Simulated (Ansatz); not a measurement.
GaN

The calculation's input:

```
crystal:
  lattice:
    - [-0.03985, 1.972575, 1.972575]
    - [1.972575, -0.03985, 1.972575]
    - [1.972575, 1.972575, -0.03985]
  atoms:
    - { symbol: Ga, position: [0.5, 0.5, 0.5] }
    - { symbol: "N", position: [0.0, 0.0, 0.0] }
kpoints:
  mp_grid: { grid: [13, 13, 13] }
scf:
  occupations: { method: fermi_dirac, width: 0.02 }
hamiltonian:
  xc: pbesol
  pseudopotentials: { kind: paw }
output:
  forces: true
  stress: true
  eigenvalues: true
  efg: { contact_densities: true }
  write_density: true
  write_potential: true
  elf: true
  volumetric_format: npy
```

Run with:

```sh
ansatz run input.yaml --threads 1 --pin off --max-ram 3072MiB --backend cpu --events-out ev --progress --plain --runs-dir out
```

Below, planes, directions and counts refer to the conventional cell (a = 2.85 Å, b = 2.85 Å, c = 6.76 Å, α = 90.00°, β = 90.00°, γ = 120.00°).

Space group R-3m; changed on purpose from its base cell (equal xy, yz and zx shear strains of -2 %, PAW files); computed pressure about 59 GPa in this cell.

All numbers below come from Ansatz, DFT, PBEsol, PAW with Ansatz's default frozen-core files, scalar-relativistic.

> What can the converged electron localisation function tell about the bonding?

Ga–N (1.99 Å): the ELF peaks at about 0.80 in the valence shell of N, 0.6 Å from its nucleus, and is about 0.40 at the midpoint.

> Does the calculation make it a metal, or give it a gap?

It is gapped, with a Kohn–Sham gap of 1.7 eV on the k-point mesh (the band edges may lie off the mesh, which would make the gap smaller).

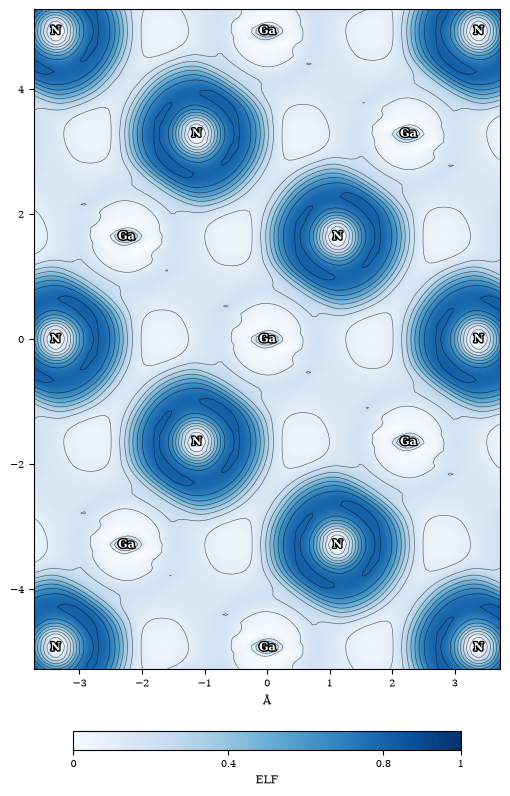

Computed electron localisation function on the (110) plane of the conventional cell. 

In a PAW calculation such maps are meaningful between the atoms, not at the nuclei.
